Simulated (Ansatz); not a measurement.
## Run report: TiO, single-point calculation

TiO (P-6m2, 2 atoms in the cell), computed with DFT r2SCAN+U, scalar-relativistic, plane waves, PAW, Ueff = 4 eV on Ti d, spin-polarised (Ansatz 0.2.0).

The structure derives from an entry of the Crystallography Open Database. Figures and captions count atoms from 1; the log counts them from 0 in places.

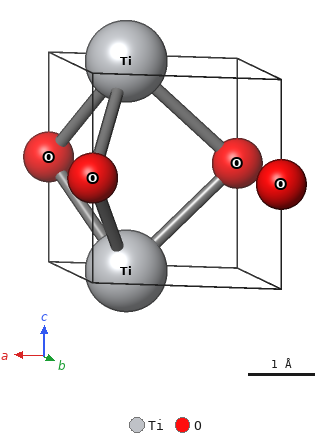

*The structure as given in the input (ball-and-stick view of the cell of the calculation, seen at an oblique angle). An atom can appear more than once, as a periodic image.*

Near neighbours in the periodic cell (some may lie outside the picture): Ti has 6 O at 2.38 Å; O has 6 Ti at 2.38 Å.

## Summary

| quantity | value |
| --- | --- |
| outcome | converged |
| space group (tolerance 0.01 Å) | P-6m2 (187) |
| electrons treated | 18 |
| free energy | −3071.6768 eV |
| Fermi energy | 11.923 eV |
| gap on the k-point mesh | none (metallic) |
| net moment of the cell | 2.00 μB |
| integrated absolute moment | 2.11 μB |
| pressure | −19.65 GPa |
| largest force (length of the vector) | under 0.001 eV/Å |
| hardware | 2 threads of Intel Xeon (Granite Rapids), 192 GiB of memory available, shared host |
| wall time | 3.5 s (CPU time 6.5 s) |
| peak memory | 0.41 GiB |

The electronic state found may not be the lowest one. Notes on the run: the state was not tested for a lower one.

## The input
```yaml
crystal:
  lattice:
    - [3.0309987015, 0.0, 0.0]
    - [-1.5154993507, 2.6249218743, 0.0]
    - [0.0, 0.0, 3.2377]
  atoms:
    - { symbol: Ti, position: [0.6666666667, 0.3333333333, 0.0], spin: 1.0 }
    - { symbol: O, position: [0.0, 0.0, 0.5] }
basis:
  ecutwfc: 500
kpoints:
  mp_grid: { grid: [6, 6, 6] }
hamiltonian:
  xc: r2scan
  hubbard: { sites: [{ species: Ti, l: d, u_eff: 4.0 }] }
scf:
  occupations: { method: gaussian, width: 0.1 }
  lower_state_search: "off"
output:
  forces: true
  stress: true
  eigenvalues: true
  populations: true
magnetization:
  spin_polarized: true
```

Command:
```bash
ansatz run input.yaml --threads 2 --pin off --max-ram 5120MiB --backend cpu --events-out ev --progress --plain --runs-dir out
```

## The program's output
```
Ti: projections on atomic orbitals take those of the free atom [Ne] 3s2 3p6 3d2 4s2, of charge +0.00 (hamiltonian.pseudopotentials.projection_atoms); the dataset's partial waves leave at most 4.1e-7 of an orbital's norm unspanned inside its sphere
O: projections on atomic orbitals take those of the free atom [He] 2s2 2p4, of charge +0.00 (hamiltonian.pseudopotentials.projection_atoms); the dataset's partial waves leave at most 1.9e-8 of an orbital's norm unspanned inside its sphere
Engine: ansatz 0.2.0, x86_64-unknown-linux-gnu
Pseudopotentials: kind: paw
Pseudopotential: Ti, paw, valence charge 12, recommended cutoff 500 eV (meta_gga), Ti.paw.azcp
Pseudopotential: O, paw, valence charge 6, recommended cutoff 500 eV (meta_gga), O.paw.azcp
Functional definition: r2SCAN
  parameter k0 = 0.174
  parameter k1 = 0.065
  parameter a1 = 4.9479
  exchange = r2scan_x(k0 = k0, k1 = k1, a1 = a1)
  correlation = r2scan_c
Crystal: 2 atoms, lattice volume = 25.760 Å³
Basis set: ecut = 500 eV, 647 PW (Γ), exchange–correlation on 96×96×96 points (64 copies of the dense FFT grid, shifted against one another)
Bands: 14, of which v1, the nominal top of the filled ones, is band 9 counted from 1 (8 counted from 0)
Symmetry: 12 space group operations
Space group: P-6m2 (ITA 187), of the structure as read, at distance tolerance 3.0e-5 Å
Magnetic group: BNS 187.209 (UNI 1439), of the structure as read, at distance tolerance 3.0e-5 Å
k-points: 28 of 216 (time reversal used)
Non-local potential: Ti, projectors of the file, l = 0: 3, l = 1: 2, l = 2: 3, l = 3: 1
Non-local potential: O, projectors of the file, l = 0: 2, l = 1: 2, l = 2: 1
PAW form: soft (Blöchl's): semilocal exchange-correlation on the pseudo side does not see the compensation charge
PAW frozen core: Ti, regenerated for the run's functional (the file was generated under x = pbe(κ = 0.804, μ = 0.2195149727645171), c = pbe(β = 0.06672455060314922))
PAW frozen core: O, regenerated for the run's functional (the file was generated under x = pbe(κ = 0.804, μ = 0.2195149727645171), c = pbe(β = 0.06672455060314922))
PAW one-centre angular grid: Ti, 590 points (default); XC on 160 Gauss nodes
PAW one-centre angular grid: O, 302 points (default); XC on 160 Gauss nodes
Initial density: superposition of atomic densities (chi_scale 0.1, normalization cell, long waves kept (reshape's long-wave potential 0.00 eV rms))
Starting moments: Σ|m| = 1 μB on 1 of 2 sites
Initial wavefunctions: pseudopotential atomic-orbital guess
Functional: x = r2scan, c = r2scan; τ floored in thin density (d = 2e-4 eV/Å³)
SCF iter   1: F=-3069.829729 eV  HF=-3070.504471 eV  |F-HF|=6.75e-1  |Δ(HF+E_count)|=         —  Δρ=5.22e-2 (↑5.22e-2 ↓4.14e-2)  dr2=1.62e0  dr2_τ=1.37e-2  dr2_m=7.10e-2  M=0.869 μB ∫|m|=1.070 μB  β_m=0.30  ethr=3.10e-3  ⟨swp⟩=4.6  Hψ=3873  notcnv=0
preconditioner: auto → none  [metal: Δε(μ)=0.002 eV  Ē_g=9.397 eV  σ=0.100 eV  W_gap=0.01  n_scr=8 (ndim 8)  ℏωp=23.1 eV  f_vac=0.000  D(μ)=4.41/eV (n_scr^D=70)  sad-step TF]
SCF iter   2: F=-3070.933505 eV  HF=-3070.653359 eV  |F-HF|=2.80e-1  |Δ(HF+E_count)|=   1.49e-1  Δρ=2.95e-2 (↑2.95e-2 ↓1.78e-2)  dr2=2.89e-1  dr2_τ=8.29e-3  dr2_m=4.14e-2  M=1.003 μB ∫|m|=1.135 μB  β_m=1.00  ethr=3.10e-3  ⟨swp⟩=2.0  Hψ=1688  notcnv=0  defer=29  κ⁻¹=1.0e0(r=1)
SCF iter   3: F=-3071.242319 eV  HF=-3070.919605 eV  |F-HF|=3.23e-1  |Δ(HF+E_count)|=   2.66e-1  Δρ=2.54e-2 (↑2.54e-2 ↓1.48e-2)  dr2=9.43e-2  dr2_τ=4.56e-3  dr2_m=6.61e-2  M=1.415 μB ∫|m|=1.495 μB  β_m=1.00  ethr=1.60e-3  ⟨swp⟩=2.4  Hψ=1492  notcnv=0  defer=29  κ⁻¹=3.5e-2(r=2)
SCF iter   4: F=-3071.454413 eV  HF=-3071.169750 eV  |F-HF|=2.85e-1  |Δ(HF+E_count)|=   2.50e-1  Δρ=1.31e-2 (↑1.31e-2 ↓1.10e-2)  dr2=1.32e-2  dr2_τ=1.66e-3  dr2_m=2.91e-2  M=1.703 μB ∫|m|=1.752 μB  β_m=1.00  ethr=5.24e-4  ⟨swp⟩=2.7  Hψ=1827  notcnv=0  defer=29  κ⁻¹=1.1e-2(r=3)
SCF iter   5: F=-3071.614334 eV  HF=-3071.358051 eV  |F-HF|=2.56e-1  |Δ(HF+E_count)|=   1.88e-1  Δρ=1.18e-2 (↑1.18e-2 ↓8.49e-3)  dr2=8.07e-3  dr2_τ=1.25e-3  dr2_m=2.21e-2  M=1.921 μB ∫|m|=1.964 μB  β_m=1.00  ethr=7.31e-5  ⟨swp⟩=2.0  Hψ=1872  notcnv=0  defer=30  κ⁻¹=1.6e-3(r=4)
SCF iter   6: F=-3071.665680 eV  HF=-3071.488827 eV  |F-HF|=1.77e-1  |Δ(HF+E_count)|=   1.31e-1  Δρ=6.26e-3 (↑6.26e-3 ↓3.09e-3)  dr2=8.05e-3  dr2_τ=2.28e-4  dr2_m=3.55e-3  M=1.991 μB ∫|m|=2.042 μB  β_m=1.00  ethr=4.48e-5  ⟨swp⟩=2.0  Hψ=1699  notcnv=0  defer=30  κ⁻¹=2.3e-4(r=5)
SCF iter   7: F=-3071.678058 eV  HF=-3071.575766 eV  |F-HF|=1.02e-1  |Δ(HF+E_count)|=   8.69e-2  Δρ=2.67e-3 (↑2.67e-3 ↓1.16e-3)  dr2=1.81e-3  dr2_τ=4.20e-5  dr2_m=3.36e-4  M=1.991 μB ∫|m|=2.053 μB  β_m=1.20  ethr=4.47e-5  ⟨swp⟩=2.4  Hψ=1836  notcnv=0  defer=29
Mixer restart at iter 7: flushing history
spin-set hold released at iteration 7 (site moments contracting): the magnetisation degrees of freedom join the quasi-Newton model from the next iteration; the mixer history was flushed
SCF iter   8: F=-3071.689302 eV  HF=-3071.628778 eV  |F-HF|=6.05e-2  |Δ(HF+E_count)|=   5.30e-2  Δρ=3.22e-3 (↑3.22e-3 ↓1.20e-3)  dr2=2.47e-3  dr2_τ=4.50e-5  dr2_m=3.66e-4  M=1.995 μB ∫|m|=2.062 μB  β_m=1.20  ethr=1.00e-5  ⟨swp⟩=2.3  Hψ=1497  notcnv=0  defer=29  κ⁻¹=1.0e0(r=1)
SCF iter   9: F=-3071.724589 eV  HF=-3071.696621 eV  |F-HF|=2.80e-2  |Δ(HF+E_count)|=   6.78e-2  Δρ=6.13e-3 (↑6.13e-3 ↓2.35e-3)  dr2=8.32e-3  dr2_τ=1.35e-4  dr2_m=8.78e-4  M=2.000 μB ∫|m|=2.080 μB  β_m=1.20  ethr=1.00e-5  ⟨swp⟩=2.0  Hψ=1714  notcnv=0  defer=29  κ⁻¹=1.9e-2(r=2)
SCF iter  10: F=-3071.712799 eV  HF=-3071.690213 eV  |F-HF|=2.26e-2  |Δ(HF+E_count)|=   6.41e-3  Δρ=5.65e-3 (↑5.65e-3 ↓2.15e-3)  dr2=7.41e-3  dr2_τ=1.54e-4  dr2_m=7.70e-4  M=2.000 μB ∫|m|=2.081 μB  β_m=1.20  ethr=1.00e-5  ⟨swp⟩=1.7  Hψ=1297  notcnv=0  defer=29  κ⁻¹=1.3e-2(r=3)
SCF iter  11: F=-3071.675367 eV  HF=-3071.676851 eV  |F-HF|=1.48e-3  |Δ(HF+E_count)|=   1.34e-2  Δρ=2.45e-3 (↑2.45e-3 ↓1.36e-3)  dr2=3.49e-3  dr2_τ=4.98e-5  dr2_m=1.55e-4  M=2.000 μB ∫|m|=2.100 μB  β_m=1.20  ethr=1.00e-5  ⟨swp⟩=2.1  Hψ=1764  notcnv=0  defer=29  κ⁻¹=6.2e-4(r=4)
SCF iter  12: F=-3071.676697 eV  HF=-3071.676498 eV  |F-HF|=1.98e-4  |Δ(HF+E_count)|=   3.53e-4  Δρ=1.01e-3 (↑8.91e-4 ↓1.01e-3)  dr2=4.71e-4  dr2_τ=1.52e-5  dr2_m=6.13e-5  M=2.000 μB ∫|m|=2.101 μB  β_m=1.20  ethr=1.00e-5  ⟨swp⟩=2.2  Hψ=1784  notcnv=0  defer=30  κ⁻¹=5.2e-4(r=5)
SCF iter  13: F=-3071.676888 eV  HF=-3071.676753 eV  |F-HF|=1.35e-4  |Δ(HF+E_count)|=   2.55e-4  Δρ=4.25e-4 (↑4.03e-4 ↓4.25e-4)  dr2=6.47e-5  dr2_τ=2.35e-6  dr2_m=5.80e-6  M=2.000 μB ∫|m|=2.102 μB  β_m=1.20  ethr=2.62e-6  ⟨swp⟩=2.1  Hψ=1217  notcnv=0  defer=29  κ⁻¹=4.7e-4(r=6)
SCF iter  14: F=-3071.676861 eV  HF=-3071.676817 eV  |F-HF|=4.44e-5  |Δ(HF+E_count)|=   6.41e-5  Δρ=2.44e-4 (↑2.44e-4 ↓2.24e-4)  dr2=1.64e-5  dr2_τ=8.50e-7  dr2_m=1.20e-6  M=2.000 μB ∫|m|=2.104 μB  β_m=1.20  ethr=3.60e-7  ⟨swp⟩=2.5  Hψ=1278  notcnv=0  defer=28  κ⁻¹=3.6e-4(r=7)
SCF iter  15: F=-3071.676845 eV  HF=-3071.676840 eV  |F-HF|=4.75e-6  |Δ(HF+E_count)|=   2.29e-5  Δρ=7.74e-5 (↑7.74e-5 ↓6.03e-5)  dr2=1.66e-6  dr2_τ=6.10e-8  dr2_m=1.72e-7  M=2.000 μB ∫|m|=2.105 μB  β_m=1.20  ethr=9.11e-8  ⟨swp⟩=2.0  Hψ=1264  notcnv=0  defer=29  κ⁻¹=5.3e-5(r=8)
SCF iter  16: F=-3071.676846 eV  HF=-3071.676844 eV  |F-HF|=1.50e-6  |Δ(HF+E_count)|=   4.50e-6  Δρ=2.64e-5 (↑2.36e-5 ↓2.64e-5)  dr2=2.26e-7  dr2_τ=5.85e-9  dr2_m=2.21e-8  M=2.000 μB ∫|m|=2.105 μB  β_m=1.20  ethr=9.22e-9  ⟨swp⟩=2.0  Hψ=1261  notcnv=0  defer=30  κ⁻¹=5.4e-6(r=8)
SCF iter  17: F=-3071.676846 eV  HF=-3071.676845 eV  |F-HF|=4.71e-7  |Δ(HF+E_count)|=   8.31e-7  Δρ=2.25e-5 (↑2.25e-5 ↓7.90e-6)  dr2=7.31e-8  dr2_τ=3.28e-9  dr2_m=3.07e-8  M=2.000 μB ∫|m|=2.105 μB  β_m=1.20  ethr=5.56e-10  ⟨swp⟩=6.9  Hψ=3431  notcnv=0  κ⁻¹=2.6e-6(r=8)
iter 18 did not close the SCF: its close was put off for a magnetic moment that had not settled (scf_convergence_deferred on its scf_iter line)
SCF iter  18: F=-3071.676845 eV  HF=-3071.676845 eV  |F-HF|=1.06e-7  |Δ(HF+E_count)|=   2.63e-9  Δρ=1.06e-5 (↑1.06e-5 ↓2.10e-6)  dr2=1.66e-8  dr2_τ=6.25e-10  dr2_m=5.66e-9  M=2.000 μB ∫|m|=2.105 μB  β_m=1.20  ethr=4.06e-10  ⟨swp⟩=4.9  Hψ=3126  notcnv=0  κ⁻¹=2.3e-7(r=8)
SCF iter  19: F=-3071.676845 eV  HF=-3071.676845 eV  |F-HF|=3.31e-8  |Δ(HF+E_count)|=   1.97e-8  Δρ=2.60e-6 (↑2.60e-6 ↓1.55e-6)  dr2=1.72e-9  dr2_τ=5.72e-11  dr2_m=2.39e-10  M=2.000 μB ∫|m|=2.105 μB  ethr=9.20e-11  ⟨swp⟩=1.4  Hψ=2294  notcnv=0
the SCF closed 44.01 meV above the free energy of iteration 9 of the SCF that came to this state, or of a state that it met there and left: the closed state is not the lowest of this functional
SCF 1 converged in 19 iterations: F = -3071.676845 eV  dr2 = 1.72e-9
  greatest PAW one-centre occupation: 1.003 electrons in one spin orbital (limit 2), on the Ti atom at site 0 (counted from 0), in its partial waves of l = 1
```

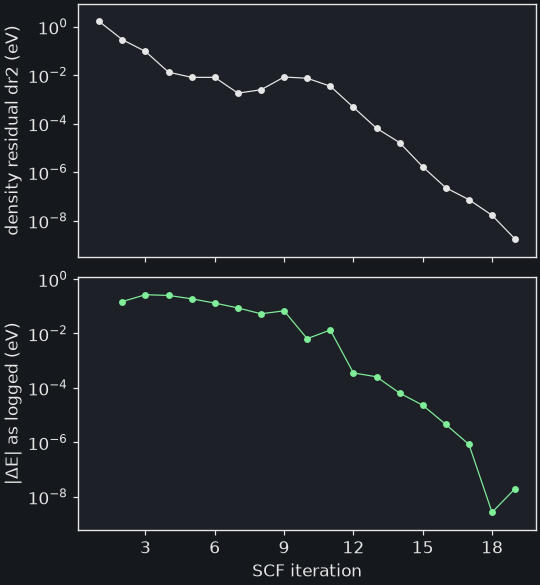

*Convergence of the self-consistent field: density residual dr2 and size of the energy change against the SCF iteration.*

The residual comes down, with one marked jump up, by a factor of about 3, at step 9.

```
this state was not tested for a lower state beside it, because the mixer in use, unlike msr1, does not test its closes by its own steps (another_mixer; see scf.mixing.algorithm and scf.lower_state_search)
SCF converged after 19 iterations
Magnetization: 2.0000 μB (10.0000 up, 8.0000 down)
Absolute magnetization: 2.1055 μB (∫|ρ↑−ρ↓|, with the PAW one-centre terms)
Spin contamination: 0.0251 ħ² per cell (⟨S²⟩ above its minimum at these occupations)
Per-site moments (μB) at R_I (Å): [(1.4589705549202914, 0.9833599458457081), (-0.04159147647038962, 0.9833599458457081)]
Free energy (F): -3071.676845 eV
Harris-Foulkes:  -3071.676845 eV  (|F-HF|=3.31e-8)
Internal energy: -3071.669982 eV  (E = F + TS)
E sigma→0 (E₀):  -3071.673414 eV
Entropy (-TS):   -0.006863 eV (-3.432 meV/atom)
Fermi energy:    11.923433 eV
--- Per-component energies (eV) ---
  E_band       = -188.527265
  E_kinetic    = 444.659423
  E_local      = -1118.963509  (includes V_loc(G=0)·N_el)
  E_nonlocal   = 58.123002
  E_hartree    = 433.934645
  E_xc         = -165.551973
  E_vxc        = -237.759049  (∫ρ·V_xc dr)
  E_hubbard    = 2.162286  (on-site DFT+U / exact-exchange correction)
  E_vhub       = -0.696876  (the Hubbard potential's part of the band-sum identity)
  E_paw        = -1217.578882  (= ΣΔE_a)
  E_vpaw       = -218.089874  (= ΣTr[D̂ρ^β])
  E_aug_tail   = 0.001181  (compensation charges beyond the density's cutoff)
  E_vtau       = 16.329028  (kinetic-family band-sum trace: ∫τ·v_τ [+ j·A + Jᵃ·Aᵃ] dr)
  E_ewald      = -1508.170757
  E_core_change = -0.285398  (= ΣΔE_core)
  E_smearing   = -0.006863  (= −TS)
  E_closure    = -0.000000  (closes the sum)
  Σ components = -3071.676845   (vs F -3071.676845, Δ=0.00e0)
--- Forces (eV/Å), atoms counted from 1 ---
  atom   1  Ti     0.00000000    -0.00000000     0.00000000
  atom   2  O      0.00000000    -0.00000000     0.00000000
  max |Σ_I F_I| component: 5.78e-17 eV/Å
--- Stress (GPa, compression-positive) ---
      -11.790535       0.000000       0.000000
        0.000000     -11.790535       0.000000
        0.000000       0.000000     -35.357353
  P = ⅓ Tr σ = -19.6461 GPa (-196.461 kbar)
--- Band table (eV; the first three rows and the last of 56) ---
  k-point 0 ↑: bands = ["-49.0090", "-24.1723", "-24.0438", "-24.0438", "-8.4804", "7.7011", "7.7745", "7.7745", "8.1384", "11.6377", "11.6377", "12.2936", "14.9354", "14.9354"]
  k-point 1 ↑: bands = ["-49.0063", "-24.2114", "-24.0414", "-24.0414", "-8.3529", "6.0932", "7.9389", "7.9389", "9.4828", "11.2927", "11.2927", "13.0835", "14.9763", "14.9763"]
  k-point 2 ↑: bands = ["-49.0009", "-24.2884", "-24.0365", "-24.0365", "-8.0869", "4.6501", "8.3655", "8.3655", "10.5399", "10.5707", "10.5707", "14.9796", "14.9796", "14.9854"]
  k-point 27 ↓: bands = ["-46.9651", "-22.9353", "-21.9036", "-21.8835", "-7.5890", "6.3117", "6.4999", "7.1445", "15.1117", "15.5806", "16.6517", "17.0197", "17.5664", "20.7827"]
Occupation matrices written to [file]
--- Löwdin populations: 2 sites ---
  site symbol       q [e]    m [muB]
     0     Ti     10.9353     2.0323
     1      O      6.9575    -0.0654
  spilling = 0.005954 (of n_electrons = 18.000000)
```

## File populations.tsv
```
# site	symbol	l	j	q_up	q_dn
# orbitals = lowdin
# n_electrons = 18.000000
# spilling = 0.005954
# projection_atom_Ti: [Ne] 3s2 3p6 3d2 4s2
# projection_atom_O: [He] 2s2 2p4
0	Ti	0_3S	-	0.975984	0.972492
0	Ti	0_4S	-	0.278174	0.199906
0	Ti	1_3P	-	2.996619	2.993803
0	Ti	2_3D	-	2.233013	0.285297
1	O	0_2S	-	0.916720	0.906849
1	O	1_2P	-	2.529342	2.604634
```

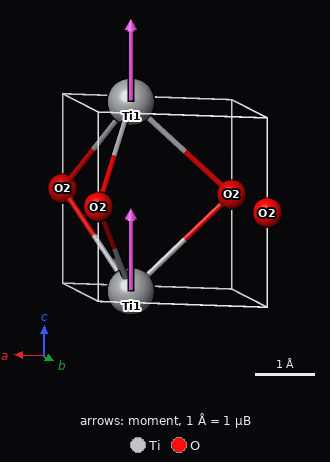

*Magnetic moments of the sites as pink arrows (ball-and-stick view of the cell of the calculation, seen at an oblique angle; atoms are numbered from 1 in the order of the input); small moments hardly show. The run is collinear, so the axis drawn is arbitrary.*

Site moments: Ti1 (1.46 μB). They are counted near the atoms and needn't add up to the moment of the cell.

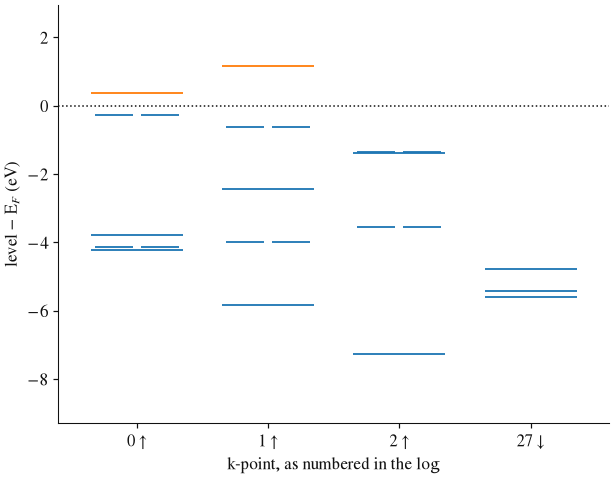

*Kohn–Sham levels near the Fermi level (dotted) at the few k-points that the log prints; levels within 0.02 eV of each other stand side by side.*

The system is metallic on the full mesh.
